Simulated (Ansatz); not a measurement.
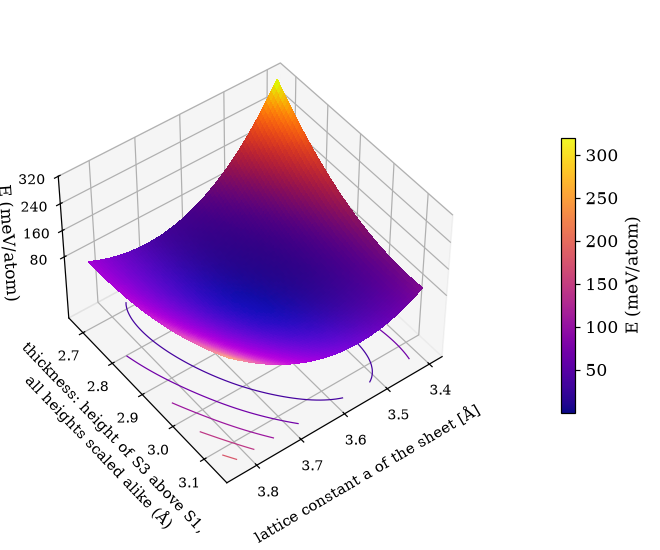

Energy landscape of a two-dimensional sheet of HfS₂ (3 atoms in the cell). 
- The lattice constant and the thickness of a sheet are varied, nothing relaxed.
- The first coordinate is: lattice constant a of the sheet (both vectors scaled alike); the second: thickness: height of S3 above S1, all heights scaled alike.
- The grid has 7 × 7 points.
- Points are written as (first, second).
- All energies are given in meV/atom relative to the lowest grid point.
- The calculation used DFT PBE+D3(BJ), scalar-relativistic, plane waves, PAW in Ansatz 0.2.0. Settings: cutoff 420 eV, k-mesh 9×9×1, gaussian smearing 0.02 eV, no spin polarisation.

In the figure: a relief with its contours projected below, any walls above the top of the colour scale cut off. Between grid points the surface is interpolated. 

### Summarise what can be read from the map.

The lowest grid point is at (3.618 Å, 2.911 Å). No other kind of well shows on this grid. The highest grid point, (3.401 Å, 2.684 Å), lies 320 meV/atom above the lowest. Round the minimum the valley is strongly tilted: raising the first coordinate shifts the best value of the second coordinate downwards (coupling k₁₂/√(k₁₁k₂₂) about 0.6).

Grid values (meV/atom):

| second ↓, first → | 3.401 | 3.474 | 3.546 | 3.618 | 3.691 | 3.763 | 3.835 |
| --- | --- | --- | --- | --- | --- | --- | --- |
| 3.138 | 97 | 52 | 37 | 50 | 86 | 142 | 216 |
| 3.062 | 96 | 41 | 18 | 22 | 52 | 102 | 171 |
| 2.986 | 110 | 43 | 10 | 6 | 27 | 71 | 134 |
| 2.911 | 139 | 58 | 14 | 0 | 13 | 49 | 106 |
| 2.835 | 183 | 88 | 31 | 6 | 9 | 37 | 86 |
| 2.759 | 244 | 133 | 62 | 24 | 16 | 34 | 75 |
| 2.684 | 320 | 192 | 105 | 54 | 34 | 41 | 73 |

Time for the 49 points that were run: 4.2 min on 1 thread of Intel(R) Xeon(R) 6975P-C (Granite Rapids), with other jobs on the host.

PAW datasets: the set soft_1.
